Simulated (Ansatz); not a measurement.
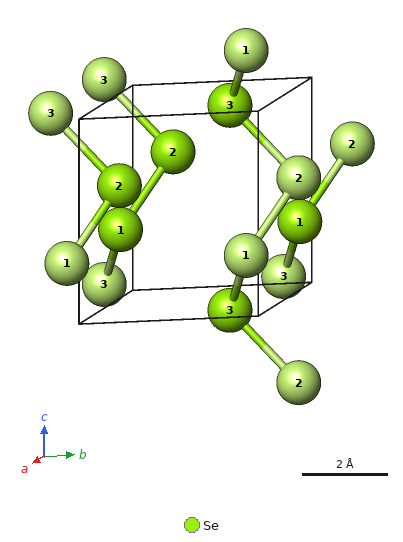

Figure 1. The structure as given in the input (ball-and-stick view of the cell of the calculation, seen slightly off an axis; neighbours outside the cell are drawn fainter; atoms are numbered from 1 in the order of the input). An atom can appear more than once, as a periodic image. Near neighbours in the periodic cell (some may lie outside the picture): Se has 2 Se at 2.37 Å.

# Single-point calculation of Se

Se (P3₁21, 3 atoms in the cell), computed with DFT PBE+D3(BJ), scalar-relativistic, plane waves, PAW, no spin polarisation (Ansatz 0.2.0).

The structure derives from an entry of the Crystallography Open Database. Figures and captions count atoms from 1; the log counts them from 0 in places.

## Output
```
Engine: ansatz 0.2.0, aarch64-unknown-linux-gnu
Pseudopotentials: kind: paw
Pseudopotential: Se, paw, valence charge 16, recommended cutoff 420 eV (normal), Se.paw.azcp
Functional definition: PBE
  parameter kappa = 0.804
  parameter beta = 0.06672455060314922
  exchange = pbe_x(kappa = kappa, mu = beta*pi^2/3)
  correlation = pbe_c(beta = beta)
Crystal: 3 atoms, lattice volume = 81.782 Å³
Basis set: ecut = 420 eV, 1583 PW (Γ), exchange–correlation on 60×60×72 points (8 copies of the dense FFT grid, shifted against one another)
Bands: 29, of which v1, the nominal top of the filled ones, is band 24 counted from 1 (23 counted from 0)
Symmetry: 6 space group operations
Space group: P3121 (ITA 152), of the structure as read, at distance tolerance 4.3e-5 Å
k-points: 24 of 144 (time reversal used)
Non-local potential: Se, projectors of the file, l = 0: 2, l = 1: 2, l = 2: 3, l = 3: 1
PAW form: soft (Blöchl's): semilocal exchange-correlation on the pseudo side does not see the compensation charge
PAW one-centre angular grid: Se, 590 points (default); XC on 64 Gauss nodes
Initial density: superposition of atomic densities (neutral atoms: chi_scale 0, normalization atom), corrected by the library's trained network
Initial wavefunctions: pseudopotential atomic-orbital guess
Functional: x = pbe(κ = 0.804, μ = 0.2195149727645171), c = pbe(β = 0.06672455060314922)
SCF iter   1: F=—  HF=-16408.143483 eV  |F-HF|=—  |Δ(HF+E_count)|=         —  Δρ=1.31e-3  dr2=9.11e-4  ethr=1.77e-3  ⟨swp⟩=5.5  Hψ=2847  notcnv=0
preconditioner: auto → Resta (q_TF=auto, 2.496 Å⁻¹)  ε∞=3.8  [insulator: Δε(μ)=1.016 eV  Ē_g=10.447 eV  σ=0.100 eV  W_gap=1.00  n_scr=20 (ndim 8)  ℏωp=17.4 eV  f_vac=0.095  D(μ)=0.00/eV (n_scr^D=0)  ε∞_Penn≈3.8]
SCF iter   2: F=—  HF=-16408.143854 eV  |F-HF|=—  |Δ(HF+E_count)|=   3.71e-4  Δρ=7.94e-4  dr2=3.31e-4  ethr=1.90e-6  ⟨swp⟩=2.0  Hψ=1464  notcnv=0
SCF iter   3: F=—  HF=-16408.144205 eV  |F-HF|=—  |Δ(HF+E_count)|=   3.51e-4  Δρ=2.56e-4  dr2=4.31e-5  ethr=6.90e-7  ⟨swp⟩=3.0  Hψ=1248  notcnv=0
SCF iter   4: F=—  HF=-16408.144262 eV  |F-HF|=—  |Δ(HF+E_count)|=   5.68e-5  Δρ=7.11e-5  dr2=2.69e-6  ethr=8.97e-8  ⟨swp⟩=2.0  Hψ=888  notcnv=0
SCF iter   5: F=—  HF=-16408.144264 eV  |F-HF|=—  |Δ(HF+E_count)|=   2.23e-6  Δρ=1.82e-5  dr2=3.50e-7  ethr=5.61e-9  ⟨swp⟩=2.0  Hψ=1248  notcnv=0
SCF iter   6: F=-16408.144264 eV  HF=-16408.144264 eV  |F-HF|=5.28e-8  |Δ(HF+E_count)|=   2.34e-8  Δρ=6.87e-6  dr2=4.56e-8  ethr=2.08e-10  ⟨swp⟩=7.7  Hψ=3205  notcnv=0
SCF 1 converged in 6 iterations: F = -16408.144264 eV  dr2 = 4.56e-8
  greatest PAW one-centre occupation: 1.000 electrons in one spin orbital (limit 2), on the Se atom at site 0 (counted from 0), in its partial waves of l = 2
```

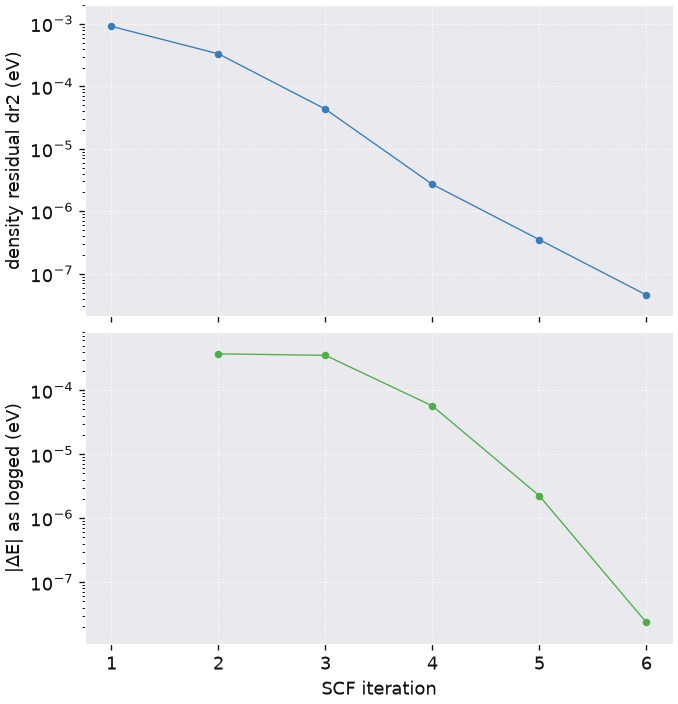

Figure 2. Convergence of the self-consistent field: density residual dr2 and size of the energy change against the SCF iteration. The residual falls at every step.

```
SCF converged after 6 iterations
Free energy (F): -16408.144264 eV
Harris-Foulkes:  -16408.144264 eV  (|F-HF|=5.28e-8)
Internal energy: -16408.144264 eV  (E = F + TS)
E sigma→0 (E₀):  -16408.144264 eV
Fermi energy:    7.411462 eV
--- Per-component energies (eV) ---
  E_band       = -1226.157582
  E_kinetic    = 352.248114
  E_local      = -7739.591818  (includes V_loc(G=0)·N_el)
  E_nonlocal   = -1783.309910
  E_hartree    = 3792.017676
  E_xc         = -311.142206
  E_vxc        = -292.413198  (∫ρ·V_xc dr)
  E_paw        = -5735.843116  (= ΣΔE_a)
  E_vpaw       = 652.867311  (= ΣTr[D̂ρ^β])
  E_aug_tail   = -0.001813  (compensation charges beyond the density's cutoff)
  E_ewald      = -4981.574654
  E_disp       = -0.946537  (pairwise vdW)
  E_smearing   = -0.000000  (= −TS)
  E_closure    = 0.000000  (closes the sum)
  Σ components = -16408.144264   (vs F -16408.144264, Δ=0.00e0)
--- Forces (eV/Å), atoms counted from 1 ---
  atom   1  Se     0.41659770    -0.00000000     0.00000000
  atom   2  Se    -0.20829885     0.36078419    -0.00000000
  atom   3  Se    -0.20829885    -0.36078419    -0.00000000
  max |Σ_I F_I| component: 1.11e-16 eV/Å
--- Stress (GPa, compression-positive) ---
        0.107549       0.000000      -0.000000
        0.000000       0.107549       0.000000
       -0.000000       0.000000       1.985178
  P = ⅓ Tr σ = 0.7334 GPa (7.334 kbar)
--- Band table (eV; the first three rows and the last of 24) ---
  k-point 0: bands = ["-41.3761", "-41.3761", "-41.3386", "-41.3325", "-41.3325", "-41.2846", "-41.1564", "-41.1514", "-41.1514", "-41.1057", "-41.1057", "-41.1024", "-41.0759", "-41.0496", "-41.0496", "-8.9594", "-4.8418", "-4.8418", "3.0479", "3.0479", "3.1276", "4.8407", "4.8407", "6.4748", "8.7742", "8.7742", "9.0499", "13.0562", "13.3905"]
  k-point 1: bands = ["-41.3901", "-41.3586", "-41.3402", "-41.3373", "-41.3234", "-41.2916", "-41.1561", "-41.1537", "-41.1492", "-41.1071", "-41.1042", "-41.1026", "-41.0725", "-41.0562", "-41.0456", "-8.6638", "-6.4644", "-3.3132", "2.4373", "3.2779", "3.3871", "4.9382", "5.3151", "6.0499", "8.3433", "8.4142", "8.5846", "13.6336", "14.0872"]
  k-point 2: bands = ["-41.3953", "-41.3459", "-41.3459", "-41.3388", "-41.3080", "-41.3080", "-41.1553", "-41.1553", "-41.1482", "-41.1077", "-41.1032", "-41.1032", "-41.0647", "-41.0647", "-41.0443", "-7.8026", "-7.8026", "-2.5980", "2.0228", "3.4990", "3.4990", "5.3385", "5.3385", "5.7607", "8.0995", "8.0995", "8.1673", "13.1688", "14.1544"]
  k-point 23: bands = ["-41.3952", "-41.3456", "-41.3456", "-41.3388", "-41.3080", "-41.3080", "-41.1554", "-41.1554", "-41.1481", "-41.1081", "-41.1029", "-41.1029", "-41.0657", "-41.0657", "-41.0427", "-7.3870", "-7.3870", "-3.7491", "1.1452", "1.9338", "1.9338", "5.8992", "6.6687", "6.6687", "7.9213", "9.6009", "9.6009", "13.5512", "14.8579"]
```

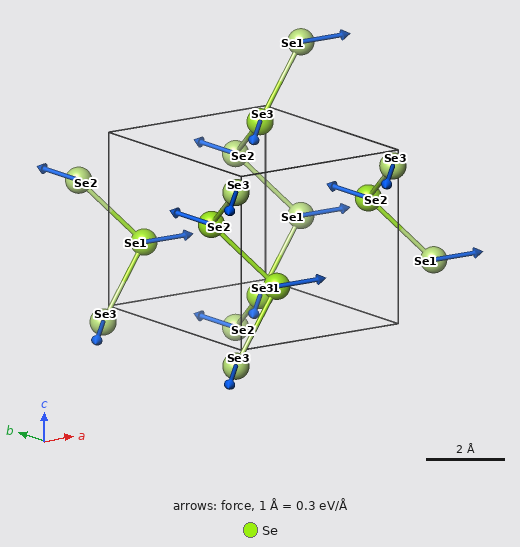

Figure 3. Forces on the atoms as blue arrows (ball-and-stick view of the cell of the calculation, seen at an oblique angle; neighbours outside the cell are drawn fainter; atoms are numbered from 1 in the order of the input). The largest act on all 3 Se atoms (0.42 eV/Å). The geometry is not a stationary point of this energy.

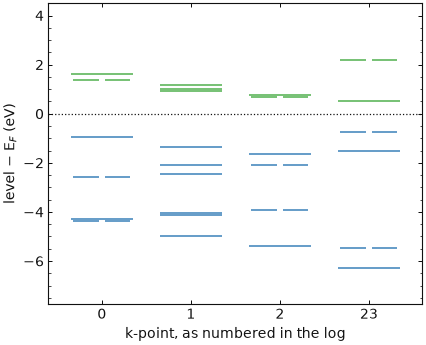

Figure 4. Kohn–Sham levels near the Fermi level (dotted) at the few k-points that the log prints; levels within 0.02 eV of each other stand side by side. Among these points the highest filled and lowest empty levels are 1.25 eV apart; the gap on the full mesh, 1.02 eV, has an edge at a point that isn't printed.

The run was set up as follows.

## The input
```yaml
crystal:
  lattice:
    - [4.3662, 0.0, 0.0]
    - [-2.1831, 3.781240118, 0.0]
    - [0.0, 0.0, 4.9536]
  atoms:
    - { symbol: Se, position: [0.2254, 0.0, 0.3333333333] }
    - { symbol: Se, position: [0.0, 0.2254, 0.6666666667] }
    - { symbol: Se, position: [0.7746, 0.7746, 0.0] }
basis:
  ecutwfc: 420
kpoints:
  mp_grid: { grid: [6, 6, 4] }
hamiltonian:
  xc: pbe
  dispersion: d3bj
scf:
  occupations: { method: gaussian, width: 0.1 }
output:
  forces: true
  stress: true
  eigenvalues: true
```

Launch command:
```bash
ansatz run input.yaml --threads 1 --pin off --max-ram 2560MiB --backend cpu --events-out ev --progress --plain --runs-dir out
```

## Key numbers

- outcome: converged
- space group (tolerance 0.01 Å): P3₁21 (152)
- electrons treated: 48
- free energy: −16408.1443 eV
- Fermi energy: 7.411 eV
- gap on the k-point mesh: 1.02 eV
- pressure: 0.73 GPa
- largest force (length of the vector): 0.417 eV/Å
- hardware: 1 thread of Arm Neoverse V1, 24 GiB of memory available, shared host
- wall time: 4.6 s
- peak memory: 0.29 GiB
